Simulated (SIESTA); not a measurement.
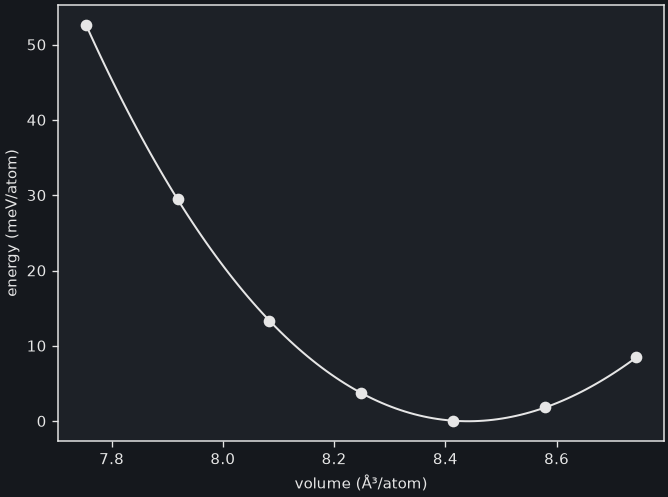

Plotted: energy against volume.

Calculation (SIESTA 5.4.2): DFT in numerical atomic orbitals with pseudopotentials, no spin polarisation; energies at scaled volumes of the given cell, shape and fractions fixed, counted from the fit's minimum, third-order Birch-Murnaghan fit. Level: PBEsol.

For which of these solids was it computed?
A. BaS, Fm-3m (No. 225)
B. BN, P1 (No. 1)
C. TiB₂, P6/mmm (No. 191)

Answer. B, BN: energy from 0.07 meV/atom to 52.62 meV/atom, V0 8.441 Å³/atom, B0 265 GPa. The others give: BaS, energy from 0.01 meV/atom to 16.50 meV/atom, V0 32.49 Å³/atom, B0 44.2 GPa; TiB₂, energy from 0.48 meV/atom to 29.30 meV/atom, V0 8.479 Å³/atom, B0 258 GPa.

For BN, limits of the calculation: mulliken charges of long orbitals; shape and atomic fractions are frozen while scaling, which makes layered, chain and framework solids too stiff.

For BaS, limits of the calculation: mulliken charges of long orbitals.

For TiB₂, limits of the calculation: mulliken charges of long orbitals; shape and atomic fractions are frozen while scaling, which makes layered, chain and framework solids too stiff.
